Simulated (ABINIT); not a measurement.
Geometry relaxation, with input and output: HfB2 (part 2 of 3)

HfB2 (P6/mmm, 3 atoms in the cell); Kohn-Sham DFT of a periodic cell, PBE with D3(BJ), JTH PAW PBE v2.0, no spin polarisation (ABINIT 10.8.3); cutoff 517.02 eV, 10×10×8 k-mesh, fermi-dirac of 0.05 eV. The structure derives from an entry of the Crystallography Open Database.

Geometry of the input (Å; fractional positions):
```
3.1400  0.0000  0.0000
-1.5700  2.7193  0.0000
0.0000  0.0000  3.4800
Hf 0.0000  0.0000  0.0000
B  0.6667  0.3333  0.5000
B  0.3333  0.6667  0.5000
```

## Log, continued
```
 Cartesian coordinates (xcart) [bohr]
 -5.64392803301735E-30  1.08617445631945E-30  0.00000000000000E+00
  2.95202039316863E+00  1.70434976867252E+00  3.27530576590633E+00
 -3.31663091117929E-11  3.40869953734504E+00  3.27530576590633E+00
 Reduced coordinates (xred)
 -8.49727347726043E-31  2.12431836916012E-31  0.00000000000000E+00
  6.66666666666666E-01  3.33333333333333E-01  5.00000000000000E-01
  3.33333333333333E-01  6.66666666666666E-01  5.00000000000000E-01
 Cartesian forces (fcart) [Ha/bohr]; max,rms= 1.48112E-29 6.49071E-30 (free atoms)
 -4.75071036195104E-30  1.48112490939317E-29 -0.00000000000000E+00
  3.80056828956083E-30 -9.87416606261497E-30 -0.00000000000000E+00
  9.50142072390207E-31 -4.93708303131673E-30 -0.00000000000000E+00
 Gradient of E wrt nuclear positions in reduced coordinates (gred)
  2.80483877411915E-29 -8.97548407718129E-29 -0.00000000000000E+00
 -2.24387101929532E-29  6.17064530306214E-29 -0.00000000000000E+00
 -5.60967754823830E-30  2.80483877411915E-29 -0.00000000000000E+00
 Scale of Primitive Cell (acell) [bohr]
  5.90404078637043E+00  5.90404078643109E+00  6.55061153181266E+00
 Real space primitive translations (rprimd) [bohr]
  5.90404078637043E+00  0.00000000000000E+00  0.00000000000000E+00
 -2.95202039323496E+00  5.11304930601757E+00  0.00000000000000E+00
  0.00000000000000E+00  0.00000000000000E+00  6.55061153181266E+00
 Unitary Cell Volume (ucvol) [Bohr^3]=  1.97747578987033E+02
 Angles (23,13,12)= [degrees]
  9.00000000000000E+01  9.00000000000000E+01  1.20000000000218E+02
 Lengths [Bohr]
  5.90404078637043E+00  5.90404078643109E+00  6.55061153181266E+00
 Stress tensor in cartesian coordinates (strten) [Ha/bohr^3]
  3.71042438384594E-05  4.53707635868212E-13  0.00000000000000E+00
  4.53707635868212E-13  3.71042430847637E-05  0.00000000000000E+00
  0.00000000000000E+00  0.00000000000000E+00  2.73240665947735E-05
 Total energy (etotal) [Ha]= -5.59109338295982E+01

 Difference of energy with previous step (new-old):
           Absolute (Ha)=-2.69359E-04
           Relative     =-4.81765E-06

--- Iteration: ( 3/60) Internal Cycle: (1/1)
--------------------------------------------------------------------------------

---SELF-CONSISTENT-FIELD CONVERGENCE--------------------------------------------

--- !BeginCycle
iteration_state: {dtset: 1, itime: 3, icycle: 1, }
solver: {iscf: 17, nstep: 100, nline: 4, wfoptalg: 10, }
tolerances: {tolvrs: 1.00E-09, }
...

     iter   Etot(hartree)      deltaE(h)  residm     nres2
 ETOT  1  -55.910959709415    -5.591E+01 1.262E-01 1.217E-02
 ETOT  2  -55.910947468942     1.224E-05 1.028E-03 2.828E-04
 ETOT  3  -55.910947444608     2.433E-08 1.173E-03 4.107E-05
 ETOT  4  -55.910947451903    -7.295E-09 1.491E-04 6.485E-07
 ETOT  5  -55.910947453027    -1.123E-09 7.603E-05 3.874E-08
 ETOT  6  -55.910947452693     3.339E-10 1.461E-04 3.912E-09
 ETOT  7  -55.910947452674     1.920E-11 7.267E-05 4.433E-10

 At SCF step    7       nres2   =  4.43E-10 < tolvrs=  1.00E-09 =>converged.

 Cartesian components of stress tensor (hartree/bohr^3)
  sigma(1 1)= -3.54091442E-07  sigma(3 2)=  0.00000000E+00
  sigma(2 2)= -3.54092200E-07  sigma(3 1)=  0.00000000E+00
  sigma(3 3)= -1.53768582E-06  sigma(2 1)=  4.56838013E-13

--- !ResultsGS
iteration_state: {dtset: 1, itime: 3, icycle: 1, }
comment   : Summary of ground state results
lattice_vectors:
- [  5.8957257,   0.0000000,   0.0000000, ]
- [ -2.9478629,   5.1058483,   0.0000000, ]
- [  0.0000000,   0.0000000,   6.5438251, ]
lattice_lengths: [   5.89573,    5.89573,    6.54383, ]
lattice_angles: [ 90.000,  90.000, 120.000, ] # degrees, (23, 13, 12)
lattice_volume:   1.9698668E+02
convergence: {deltae:  1.920E-11, res2:  4.433E-10, residm:  7.267E-05, diffor: null, }
etotal    :  -5.59109475E+01
entropy   :   0.00000000E+00
fermie    :   1.14324541E-01
cartesian_stress_tensor: # hartree/bohr^3
- [ -3.54091442E-07,   4.56838013E-13,   0.00000000E+00, ]
- [  4.56838013E-13,  -3.54092200E-07,   0.00000000E+00, ]
- [  0.00000000E+00,   0.00000000E+00,  -1.53768582E-06, ]
pressure_GPa:   2.2025E-02
xred      :
- [ -3.6328E-32,   3.8729E-30,   0.0000E+00, Hf]
- [  6.6667E-01,   3.3333E-01,   5.0000E-01,  B]
- [  3.3333E-01,   6.6667E-01,   5.0000E-01,  B]
cartesian_forces: # hartree/bohr
- [  8.56333897E-30,   1.37334613E-29,  -0.00000000E+00, ]
- [ -3.71078022E-29,  -1.59308151E-29,  -0.00000000E+00, ]
- [  2.85444632E-29,   2.19735380E-30,  -0.00000000E+00, ]
force_length_stats: {min:   1.61845214E-29, max:   4.03829154E-29, mean:   2.83987838E-29, }
...

 Integrated electronic density in atomic spheres:
 ------------------------------------------------
 Atom  Sphere_radius  Integrated_density
    1        2.41119          9.70814280
    2        1.70617          1.85726750
    3        1.70617          1.85726750

---OUTPUT-----------------------------------------------------------------------

 Cartesian coordinates (xcart) [bohr]
 -1.16309488707066E-29  1.97744257307105E-29  0.00000000000000E+00
  2.94786286653155E+00  1.70194941954941E+00  3.27191256089689E+00
 -3.31199747272162E-11  3.40389883909882E+00  3.27191256089689E+00
 Reduced coordinates (xred)
 -3.63278180849187E-32  3.87289725996396E-30  0.00000000000000E+00
  6.66666666666666E-01  3.33333333333333E-01  5.00000000000000E-01
  3.33333333333333E-01  6.66666666666666E-01  5.00000000000000E-01
 Cartesian forces (fcart) [Ha/bohr]; max,rms= 3.71078E-29 1.73600E-29 (free atoms)
  8.56333897127041E-30  1.37334612783751E-29 -0.00000000000000E+00
 -3.71078022088384E-29 -1.59308150831795E-29 -0.00000000000000E+00
  2.85444632375680E-29  2.19735380480441E-30 -0.00000000000000E+00
 Gradient of E wrt nuclear positions in reduced coordinates (gred)
 -5.04870979341447E-29 -4.48774203859064E-29 -0.00000000000000E+00
  2.18777424381294E-28 -2.80483877411915E-29  0.00000000000000E+00
 -1.68290326447149E-28  7.29258081270980E-29 -0.00000000000000E+00
 Scale of Primitive Cell (acell) [bohr]
  5.89572573309623E+00  5.89572573315681E+00  6.54382512179378E+00
 Real space primitive translations (rprimd) [bohr]
  5.89572573309623E+00  0.00000000000000E+00  0.00000000000000E+00
 -2.94786286659779E+00  5.10584825864823E+00  0.00000000000000E+00
  0.00000000000000E+00  0.00000000000000E+00  6.54382512179378E+00
 Unitary Cell Volume (ucvol) [Bohr^3]=  1.96986679950413E+02
 Angles (23,13,12)= [degrees]
  9.00000000000000E+01  9.00000000000000E+01  1.20000000000218E+02
 Lengths [Bohr]
  5.89572573309623E+00  5.89572573315681E+00  6.54382512179378E+00
 Stress tensor in cartesian coordinates (strten) [Ha/bohr^3]
 -3.54091441570614E-07  4.56838012894521E-13  0.00000000000000E+00
  4.56838012894521E-13 -3.54092200498257E-07  0.00000000000000E+00
  0.00000000000000E+00  0.00000000000000E+00 -1.53768582498298E-06
 Total energy (etotal) [Ha]= -5.59109474526738E+01

 Difference of energy with previous step (new-old):
           Absolute (Ha)=-1.36231E-05
           Relative     =-2.43657E-07

--- Iteration: ( 4/60) Internal Cycle: (1/1)
--------------------------------------------------------------------------------

---SELF-CONSISTENT-FIELD CONVERGENCE--------------------------------------------

--- !BeginCycle
iteration_state: {dtset: 1, itime: 4, icycle: 1, }
solver: {iscf: 17, nstep: 100, nline: 4, wfoptalg: 10, }
tolerances: {tolvrs: 1.00E-09, }
...

     iter   Etot(hartree)      deltaE(h)  residm     nres2
 ETOT  1  -55.910947470937    -5.591E+01 6.745E-05 5.879E-06
 ETOT  2  -55.910947463550     7.387E-09 6.046E-05 1.717E-07
 ETOT  3  -55.910947463363     1.871E-10 1.119E-04 2.340E-08
 ETOT  4  -55.910947463332     3.023E-11 5.246E-05 2.216E-10

 At SCF step    4       nres2   =  2.22E-10 < tolvrs=  1.00E-09 =>converged.

 Cartesian components of stress tensor (hartree/bohr^3)
  sigma(1 1)=  2.25424935E-07  sigma(3 2)=  0.00000000E+00
  sigma(2 2)=  2.25424176E-07  sigma(3 1)=  0.00000000E+00
  sigma(3 3)= -6.20542796E-07  sigma(2 1)=  4.56776406E-13

--- !ResultsGS
iteration_state: {dtset: 1, itime: 4, icycle: 1, }
comment   : Summary of ground state results
lattice_vectors:
- [  5.8958186,   0.0000000,   0.0000000, ]
- [ -2.9479093,   5.1059286,   0.0000000, ]
- [  0.0000000,   0.0000000,   6.5441436, ]
lattice_lengths: [   5.89582,    5.89582,    6.54414, ]
lattice_angles: [ 90.000,  90.000, 120.000, ] # degrees, (23, 13, 12)
lattice_volume:   1.9700247E+02
convergence: {deltae:  3.023E-11, res2:  2.216E-10, residm:  5.246E-05, diffor: null, }
etotal    :  -5.59109475E+01
entropy   :   0.00000000E+00
fermie    :   1.14314581E-01
cartesian_stress_tensor: # hartree/bohr^3
- [  2.25424935E-07,   4.56776406E-13,   0.00000000E+00, ]
- [  4.56776406E-13,   2.25424176E-07,   0.00000000E+00, ]
- [  0.00000000E+00,   0.00000000E+00,  -6.20542796E-07, ]
pressure_GPa:   1.6642E-03
xred      :
- [  2.6694E-30,   6.4632E-30,   0.0000E+00, Hf]
- [  6.6667E-01,   3.3333E-01,   5.0000E-01,  B]
- [  3.3333E-01,   6.6667E-01,   5.0000E-01,  B]
cartesian_forces: # hartree/bohr
- [  8.56320416E-30,   4.94396823E-30,  -0.00000000E+00, ]
- [ -5.99424291E-29,  -3.79037564E-29,  -0.00000000E+00, ]
- [  5.13792249E-29,   3.29597882E-29,  -0.00000000E+00, ]
force_length_stats: {min:   9.88793645E-30, max:   7.09210093E-29, mean:   4.72837759E-29, }
...

 Integrated electronic density in atomic spheres:
 ------------------------------------------------
 Atom  Sphere_radius  Integrated_density
    1        2.41119          9.70818470
    2        1.70617          1.85730266
    3        1.70617          1.85730266

---OUTPUT-----------------------------------------------------------------------

 Cartesian coordinates (xcart) [bohr]
 -3.31468751054160E-30  3.30007271097996E-29  0.00000000000000E+00
  2.94790927591460E+00  1.70197621401920E+00  3.27207180018297E+00
 -3.31201227689752E-11  3.40395242803841E+00  3.27207180018297E+00
 Reduced coordinates (xred)
  2.66939883435701E-30  6.46321745234983E-30  0.00000000000000E+00
  6.66666666666666E-01  3.33333333333333E-01  5.00000000000000E-01
  3.33333333333333E-01  6.66666666666666E-01  5.00000000000000E-01
 Cartesian forces (fcart) [Ha/bohr]; max,rms= 5.99424E-29 3.13648E-29 (free atoms)
  8.56320415732560E-30  4.94396822540102E-30 -0.00000000000000E+00
 -5.99424291012792E-29 -3.79037563946856E-29 -0.00000000000000E+00
  5.13792249439536E-29  3.29597881692846E-29 -0.00000000000000E+00
 Gradient of E wrt nuclear positions in reduced coordinates (gred)
 -5.04870979341448E-29 -1.44033731594031E-46 -0.00000000000000E+00
  3.53409685539013E-28  1.68290326447149E-29  0.00000000000000E+00
 -3.02922587604869E-28 -1.68290326447149E-29 -0.00000000000000E+00
 Scale of Primitive Cell (acell) [bohr]
  5.89581855186231E+00  5.89581855192289E+00  6.54414360036594E+00
 Real space primitive translations (rprimd) [bohr]
  5.89581855186231E+00  0.00000000000000E+00  0.00000000000000E+00
 -2.94790927598084E+00  5.10592864205761E+00  0.00000000000000E+00
  0.00000000000000E+00  0.00000000000000E+00  6.54414360036594E+00
 Unitary Cell Volume (ucvol) [Bohr^3]=  1.97002469839991E+02
 Angles (23,13,12)= [degrees]
  9.00000000000000E+01  9.00000000000000E+01  1.20000000000218E+02
 Lengths [Bohr]
  5.89581855186231E+00  5.89581855192289E+00  6.54414360036594E+00
 Stress tensor in cartesian coordinates (strten) [Ha/bohr^3]
  2.25424934788276E-07  4.56776405597499E-13  0.00000000000000E+00
  4.56776405597499E-13  2.25424175999411E-07  0.00000000000000E+00
  0.00000000000000E+00  0.00000000000000E+00 -6.20542796245238E-07
 Total energy (etotal) [Ha]= -5.59109474633324E+01

 Difference of energy with previous step (new-old):
           Absolute (Ha)=-1.06586E-08
           Relative     =-1.90636E-10

 At Broyd/MD step   4, gradients are converged :
  max grad (force/stress) = 6.2054E-05 < tolmxf= 1.0000E-04 ha/bohr (free atoms)

================================================================================

 ----iterations are completed or convergence reached----

 Mean square residual over all n,k,spin=   12.227E-08; max=  52.460E-06
 reduced coordinates (array xred) for    3 atoms
       0.000000000000      0.000000000000      0.000000000000
       0.666666666667      0.333333333333      0.500000000000
       0.333333333333      0.666666666667      0.500000000000
 rms dE/dt=  1.5896E-28; max dE/dt=  4.0390E-28; dE/dt below (all hartree)
    1       0.000000000000      0.000000000000      0.000000000000
    2       0.000000000000      0.000000000000      0.000000000000
    3      -0.000000000000     -0.000000000000      0.000000000000

 cartesian coordinates (angstrom) at end:
    1     -0.00000000000000     0.00000000000000     0.00000000000000
    2      1.55996640756527     0.90064702534692     1.73150582792051
    3     -0.00000000001753     1.80129405069384     1.73150582792051

 cartesian forces (hartree/bohr) at end:
    1      0.00000000000000     0.00000000000000    -0.00000000000000
    2     -0.00000000000000    -0.00000000000000    -0.00000000000000
    3      0.00000000000000     0.00000000000000    -0.00000000000000
 frms,max,avg= 3.1364759E-29 5.9942429E-29   0.000E+00  0.000E+00  0.000E+00 h/b

 cartesian forces (eV/Angstrom) at end:
    1      0.00000000000000     0.00000000000000    -0.00000000000000
    2     -0.00000000000000    -0.00000000000000    -0.00000000000000
    3      0.00000000000000     0.00000000000000    -0.00000000000000
 frms,max,avg= 1.6128408E-27 3.0823636E-27   0.000E+00  0.000E+00  0.000E+00 e/A
 length scales=  5.895818551862  5.895818551923  6.544143600366 bohr
              =  3.119932815148  3.119932815180  3.463011655841 angstroms
 Fermi (or HOMO) energy (hartree) =   0.11431   Average Vxc (hartree)=  -0.46864
 Eigenvalues (hartree) for nkpt=  70  k points:
 kpt#   1, nband= 13, wtk=  0.00125, kpt=  0.0000  0.0000  0.0000 (reduced coord)
  -2.14829   -1.00479   -0.98589   -0.98589   -0.39094    0.00580    0.01065    0.01065
   0.01538    0.27007    0.27007    0.29263    0.29263
      occupation numbers for kpt#   1
   2.00000    2.00000    2.00000    2.00000    2.00000    2.00000    2.00000    2.00000
   2.00000    0.00000    0.00000    0.00000    0.00000
 prteigrs : prtvol=0 or 1, do not print more k-points.

 Fermi (or HOMO) energy (eV) =   3.11066   Average Vxc (eV)= -12.75237
 Eigenvalues (   eV  ) for nkpt=  70  k points:
 kpt#   1, nband= 13, wtk=  0.00125, kpt=  0.0000  0.0000  0.0000 (reduced coord)
 -58.45802  -27.34180  -26.82735  -26.82735  -10.63800    0.15787    0.28969    0.28969
   0.41858    7.34905    7.34905    7.96291    7.96294
 prteigrs : prtvol=0 or 1, do not print more k-points.

--- !EnergyTerms
iteration_state     : {dtset: 1, itime: 4, icycle: 1, }
comment             : Components of total free energy in Hartree
kinetic             :  9.03867061907826E+00
hartree             :  5.61582070361716E+00
xc                  : -1.14215643823532E+01
Ewald energy        : -4.91387577650078E+01
psp_core            :  9.24832076133085E+00
local_psp           :  4.05540304380193E-01
PAW spherical_terms : -1.96182699238122E+01
VdWaals_dft_d       : -4.06157898551605E-02
internal            : -5.59108554726219E+01
'-kT*entropy'       : -9.34400479246290E-05
total_energy        : -5.59109489126699E+01
total_energy_eV     : -1.52141442624197E+03
...

--- !EnergyTermsDC
iteration_state     : {dtset: 1, itime: 4, icycle: 1, }
comment             : '"Double-counting" decomposition of free energy'
band_energy         : -1.12249414733162E+01
Ewald energy        : -4.91387577650078E+01
psp_core            :  9.24832076133085E+00
xc_dc               : -1.01132318461412E+01
PAW spherical_terms :  5.35837208970506E+00
VdWaals_dft_d       : -4.06157898551605E-02
internal            : -5.59108540232845E+01
'-kT*entropy'       : -9.34400479246290E-05
total_energy_dc     : -5.59109474633324E+01
total_energy_dc_eV  : -1.52141438680349E+03
...

--- !EnergyTermsWithPAWCore
iteration_state     : {dtset: 1, itime: 4, icycle: 1, }
comment             : 'Components of total free energy, including PAW core contributions'
Total energy        : -1.51283370958990E+04
Total energy DC     : -1.51283370944497E+04
Total energy (eV)   : -4.11663023975910E+05
Total energy DC (eV): -4.11663023936471E+05
...

 Cartesian components of stress tensor (hartree/bohr^3)
  sigma(1 1)=  2.25424935E-07  sigma(3 2)=  0.00000000E+00
  sigma(2 2)=  2.25424176E-07  sigma(3 1)=  0.00000000E+00
  sigma(3 3)= -6.20542796E-07  sigma(2 1)=  4.56776406E-13

-Cartesian components of stress tensor (GPa)         [Pressure=  1.6642E-03 GPa]
- sigma(1 1)=  6.63223056E-03  sigma(3 2)=  0.00000000E+00
- sigma(2 2)=  6.63220823E-03  sigma(3 1)=  0.00000000E+00
- sigma(3 3)= -1.82569994E-02  sigma(2 1)=  1.34388258E-08

== END DATASET(S) ==============================================================
================================================================================

 -outvars: echo values of variables after computation  --------
            acell      5.8958185519E+00  5.8958185519E+00  6.5441436004E+00 Bohr
           etotal     -5.5910947463E+01
            fcart      8.5632041573E-30  4.9439682254E-30 -0.0000000000E+00
                      -5.9942429101E-29 -3.7903756395E-29 -0.0000000000E+00
                       5.1379224944E-29  3.2959788169E-29 -0.0000000000E+00
            rprim      1.0000000000E+00  0.0000000000E+00  0.0000000000E+00
                      -5.0000000000E-01  8.6602540378E-01  0.0000000000E+00
                       0.0000000000E+00  0.0000000000E+00  1.0000000000E+00
           strten      2.2542493479E-07  2.2542417600E-07 -6.2054279625E-07
                       0.0000000000E+00  0.0000000000E+00  4.5677640560E-13
           xangst     -1.7540570907E-30  1.7463232718E-29  0.0000000000E+00
                       1.5599664076E+00  9.0064702535E-01  1.7315058279E+00
                      -1.7526414180E-11  1.8012940507E+00  1.7315058279E+00
             xred      2.6693988344E-30  6.4632174523E-30  0.0000000000E+00
                       6.6666666667E-01  3.3333333333E-01  5.0000000000E-01
                       3.3333333333E-01  6.6666666667E-01  5.0000000000E-01
 Calculation completed.
```

## Trajectory as extended XYZ (Å, eV, eV/Å), 4 frames, from step=0 to step=3
```
3
Lattice="3.1400 0.0000 0.0000 -1.5700 2.7193 0.0000 0.0000 0.0000 3.4800" Properties=species:S:1:pos:R:3:forces:R:3 step=0 energy=-1521.40669
Hf    0.0000    0.0000    0.0000    0.0000   0.0000   0.0000
B     1.5700    0.9064    1.7400    0.0000   0.0000   0.0000
B     0.0000    1.8129    1.7400    0.0000   0.0000   0.0000
3
Lattice="3.1243 0.0000 0.0000 -1.5621 2.7057 0.0000 0.0000 0.0000 3.4664" Properties=species:S:1:pos:R:3:forces:R:3 step=1 energy=-1521.41402
Hf    0.0000    0.0000    0.0000    0.0000   0.0000   0.0000
B     1.5621    0.9019    1.7332    0.0000   0.0000   0.0000
B     0.0000    1.8038    1.7332    0.0000   0.0000   0.0000
3
Lattice="3.1199 0.0000 0.0000 -1.5599 2.7019 0.0000 0.0000 0.0000 3.4628" Properties=species:S:1:pos:R:3:forces:R:3 step=2 energy=-1521.41439
Hf    0.0000    0.0000    0.0000    0.0000   0.0000   0.0000
B     1.5599    0.9006    1.7314    0.0000   0.0000   0.0000
B     0.0000    1.8013    1.7314    0.0000   0.0000   0.0000
3
Lattice="3.1199 0.0000 0.0000 -1.5600 2.7019 0.0000 0.0000 0.0000 3.4630" Properties=species:S:1:pos:R:3:forces:R:3 step=3 energy=-1521.41439
Hf    0.0000    0.0000    0.0000    0.0000   0.0000   0.0000
B     1.5600    0.9006    1.7315    0.0000   0.0000   0.0000
B     0.0000    1.8013    1.7315    0.0000   0.0000   0.0000
```

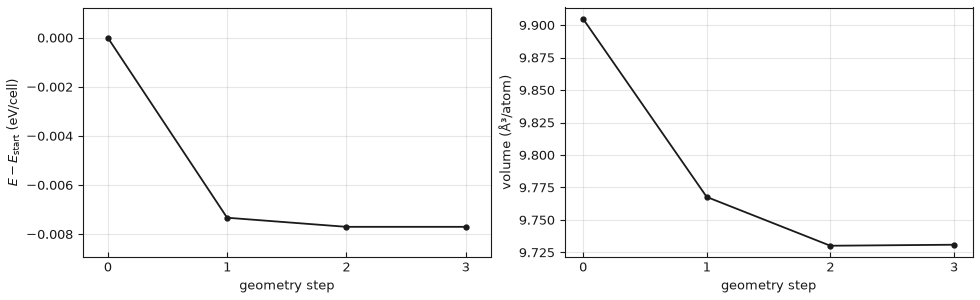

Progress of the relaxation, step by step (steps are counted from 0).
